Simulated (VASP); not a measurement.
# Run report: ZnO, elastic calculation (part 4 of 4)

The same run, continued: ZnO (P6₃mc, 4 atoms in the cell); Kohn-Sham DFT of a periodic cell, LDA, VASP PAW LDA potentials, recommended, no spin polarisation (VASP 6.6.1); cutoff 600 eV, 9×9×6 k-mesh, Gaussian smearing of 0.01 eV. The structure derives from an entry of the Crystallography Open Database. It belongs to a series of runs on one base structure; here: elastic and piezoelectric constants, atoms relaxed.

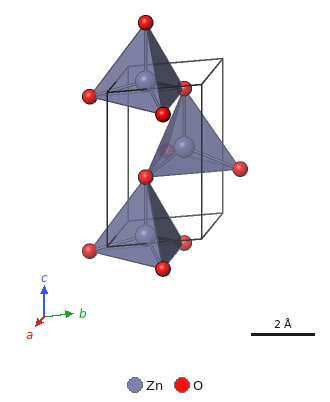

The structure (polyhedral view of the cell of the calculation, seen slightly off an axis; polyhedra are completed across the faces of the cell).

**Parts of OUTCAR, continued**
```
 INTERNAL STRAIN TENSOR FOR ION    4 for displacements in x,y,z  (eV/Angst):
          X           Y           Z          XY          YZ          ZX
  --------------------------------------------------------------------------------
  x     0.00000    -0.00000     0.00000    -9.29462    -0.00000     5.30254
  y    -9.29462     9.29462     0.00000    -0.00000     5.30254    -0.00000
  z     5.38697     5.38697   -10.47852    -0.00000    -0.00000    -0.00000

 Eigenvectors and eigenvalues of the dynamical matrix
 ----------------------------------------------------

   1 f  =   16.832307 THz   105.760505 2PiTHz  561.465332 cm-1    69.612798 meV
             X         Y         Z           dx          dy          dz
     -0.000000  1.839951  2.577984    -0.000000    0.000000   -0.100900
      1.593445  0.919976  0.001630     0.000000   -0.000000    0.100900
      1.593445  0.919976  1.951297     0.000000   -0.000000   -0.699871
     -0.000000  1.839951  4.527651    -0.000000    0.000000    0.699871

   2 f  =   13.584653 THz    85.354894 2PiTHz  453.135260 cm-1    56.181587 meV
             X         Y         Z           dx          dy          dz
     -0.000000  1.839951  2.577984     0.207681   -0.179269   -0.000000
      1.593445  0.919976  0.001630    -0.207681    0.179269    0.000000
      1.593445  0.919976  1.951297    -0.493340    0.425848    0.000000
     -0.000000  1.839951  4.527651     0.493340   -0.425848    0.000000

   3 f  =   13.584653 THz    85.354894 2PiTHz  453.135260 cm-1    56.181587 meV
             X         Y         Z           dx          dy          dz
     -0.000000  1.839951  2.577984     0.179269    0.207681    0.000000
      1.593445  0.919976  0.001630    -0.179269   -0.207681   -0.000000
      1.593445  0.919976  1.951297    -0.425848   -0.493340   -0.000000
     -0.000000  1.839951  4.527651     0.425848    0.493340   -0.000000

   4 f  =   12.594402 THz    79.132961 2PiTHz  420.104029 cm-1    52.086238 meV
             X         Y         Z           dx          dy          dz
     -0.000000  1.839951  2.577984    -0.237260    0.204807   -0.000000
      1.593445  0.919976  0.001630    -0.237260    0.204807   -0.000000
      1.593445  0.919976  1.951297     0.479809   -0.414180    0.000000
     -0.000000  1.839951  4.527651     0.479809   -0.414180    0.000000

   5 f  =   12.594402 THz    79.132961 2PiTHz  420.104029 cm-1    52.086238 meV
             X         Y         Z           dx          dy          dz
     -0.000000  1.839951  2.577984    -0.204807   -0.237260    0.000000
      1.593445  0.919976  0.001630    -0.204807   -0.237260    0.000000
      1.593445  0.919976  1.951297     0.414180    0.479809   -0.000000
     -0.000000  1.839951  4.527651     0.414180    0.479809   -0.000000

   6 f  =   12.042371 THz    75.664450 2PiTHz  401.690264 cm-1    49.803223 meV
             X         Y         Z           dx          dy          dz
     -0.000000  1.839951  2.577984    -0.000000    0.000000    0.313675
      1.593445  0.919976  0.001630    -0.000000    0.000000    0.313675
      1.593445  0.919976  1.951297     0.000000   -0.000000   -0.633726
     -0.000000  1.839951  4.527651     0.000000   -0.000000   -0.633726

   7 f  =    7.928559 THz    49.816606 2PiTHz  264.468265 cm-1    32.789871 meV
             X         Y         Z           dx          dy          dz
     -0.000000  1.839951  2.577984    -0.000000   -0.000000   -0.699871
      1.593445  0.919976  0.001630    -0.000000    0.000000    0.699871
      1.593445  0.919976  1.951297     0.000000    0.000000    0.100900
     -0.000000  1.839951  4.527651     0.000000    0.000000   -0.100900

   8 f  =    2.655112 THz    16.682563 2PiTHz   88.565016 cm-1    10.980658 meV
             X         Y         Z           dx          dy          dz
     -0.000000  1.839951  2.577984    -0.493335    0.425854    0.000000
      1.593445  0.919976  0.001630     0.493335   -0.425854    0.000000
      1.593445  0.919976  1.951297    -0.207679    0.179272    0.000000
     -0.000000  1.839951  4.527651     0.207679   -0.179272    0.000000

   9 f  =    2.655112 THz    16.682563 2PiTHz   88.565016 cm-1    10.980658 meV
             X         Y         Z           dx          dy          dz
     -0.000000  1.839951  2.577984    -0.425854   -0.493335   -0.000000
      1.593445  0.919976  0.001630     0.425854    0.493335   -0.000000
      1.593445  0.919976  1.951297    -0.179272   -0.207679   -0.000000
     -0.000000  1.839951  4.527651     0.179272    0.207679   -0.000000

  10 f/i=    0.001710 THz     0.010745 2PiTHz    0.057043 cm-1     0.007072 meV
             X         Y         Z           dx          dy          dz
     -0.000000  1.839951  2.577984     0.268158    0.574328   -0.000000
      1.593445  0.919976  0.001630     0.268158    0.574328   -0.000000
      1.593445  0.919976  1.951297     0.132601    0.283999   -0.000000
     -0.000000  1.839951  4.527651     0.132601    0.283999   -0.000000

  11 f/i=    0.001710 THz     0.010745 2PiTHz    0.057043 cm-1     0.007072 meV
             X         Y         Z           dx          dy          dz
     -0.000000  1.839951  2.577984    -0.574328    0.268158    0.000000
      1.593445  0.919976  0.001630    -0.574328    0.268158    0.000000
      1.593445  0.919976  1.951297    -0.283999    0.132601    0.000000
     -0.000000  1.839951  4.527651    -0.283999    0.132601    0.000000

  12 f/i=    0.003023 THz     0.018995 2PiTHz    0.100840 cm-1     0.012503 meV
             X         Y         Z           dx          dy          dz
     -0.000000  1.839951  2.577984     0.000000    0.000000    0.633726
      1.593445  0.919976  0.001630     0.000000    0.000000    0.633726
      1.593445  0.919976  1.951297     0.000000    0.000000    0.313675
     -0.000000  1.839951  4.527651     0.000000    0.000000    0.313675

--------------------------------------------------------------------------------------------------------

 ELASTIC MODULI CONTR FROM IONIC RELAXATION (kBar)
 Direction    XX          YY          ZZ          XY          YZ          ZX
 --------------------------------------------------------------------------------
 XX        -876.2849    341.3438    521.8216      0.0000     -0.0000      0.0000
 YY         341.3438   -876.2849    521.8216      0.0000      0.0000     -0.0000
 ZZ         521.8216    521.8216  -1018.0479     -0.0000      0.0000      0.0000
 XY           0.0000      0.0000     -0.0000   -608.8143      0.0000     -0.0000
 YZ          -0.0000     -0.0000      0.0000     -0.0000   -237.9265      0.0000
 ZX          -0.0000      0.0000      0.0000     -0.0000      0.0000   -237.9265
 --------------------------------------------------------------------------------

 TOTAL ELASTIC MODULI (kBar)
 Direction    XX          YY          ZZ          XY          YZ          ZX
 --------------------------------------------------------------------------------
 XX        2218.9871   1427.7116   1280.3849     -0.0000     -0.0000      0.0000
 YY        1427.7116   2218.9871   1280.3849     -0.0000      0.0000     -0.0000
 ZZ        1280.3849   1280.3849   2409.2674     -0.0000      0.0000      0.0000
 XY          -0.0000     -0.0000     -0.0000    395.6378      0.0000     -0.0000
 YZ          -0.0000     -0.0000      0.0000     -0.0000    364.1758     -0.0000
 ZX          -0.0000      0.0000      0.0000     -0.0000     -0.0000    364.1758
 --------------------------------------------------------------------------------
```

**CONTCAR**
```
ZnO
   1.00000000000000
     3.1868890943000001    0.0000000000000000    0.0000000000000000
    -1.5934445472000001    2.7599269146999998    0.0000000000000000
     0.0000000000000000    0.0000000000000000    5.1527079246999996
  Zn              O
     2     2
Direct
     0.3333333332999970    0.6666666667000030    0.5003164210000008
     0.6666666667000030    0.3333333332999970    0.0003164210000008
     0.6666666667000030    0.3333333332999970    0.3757824883231744
     0.3333333332999970    0.6666666667000030    0.8786935790000001

  0.00000000E+00  0.00000000E+00  0.00000000E+00
  0.00000000E+00  0.00000000E+00  0.00000000E+00
  0.00000000E+00  0.00000000E+00  0.00000000E+00
  0.00000000E+00  0.00000000E+00  0.00000000E+00
```

This output came from the following input.

**INCAR**
```
SYSTEM = ZnO
ALGO = Normal ; EDIFF = 1E-8
ENCUT = 600 ; IBRION = 6
ISIF = 3 ; ISMEAR = 0
LASPH = .True. ; LCHARG = .False.
LREAL = .False. ; LWAVE = .False.
NBANDS = 26 ; NELM = 60
NFREE = 2 ; NSW = 1
POTIM = 0.015 ; PREC = Accurate
SIGMA = 0.01
```

**KPOINTS**
```
k-points
0
Gamma
  9 9 6
  0 0 0
```

**POSCAR**
```
ZnO
1.0
    3.1868890943      0.0000000000      0.0000000000
   -1.5934445472      2.7599269147      0.0000000000
    0.0000000000      0.0000000000      5.1527079247
Zn O
2 2
Direct
    0.3333333333      0.6666666667      0.5003164210
    0.6666666667      0.3333333333      0.0003164210
    0.6666666667      0.3333333333      0.3786935790
    0.3333333333      0.6666666667      0.8786935790
```

Run as:
```bash
cat potpaw_LDA.64/Zn/POTCAR potpaw_LDA.64/O/POTCAR > POTCAR
mpirun -np 1 vasp_std > vasp.out
```

**Key numbers**

```json
{"quantity": "outcome", "value": "converged"}
{"quantity": "space group (tolerance 0.01 Å)", "value": "P6₃mc (186)"}
{"quantity": "electrons treated", "value": "36"}
{"quantity": "Fermi energy of the self-consistent step", "value": "1.492 eV"}
{"quantity": "hardware", "value": "1 thread of AMD EPYC (Zen 5), 450 GiB of memory available, shared host"}
{"quantity": "wall time", "value": "28 min"}
{"quantity": "peak memory", "value": "0.51 GiB"}
```

**Remarks**

Points of doubt noted for this run: lda forms differ.
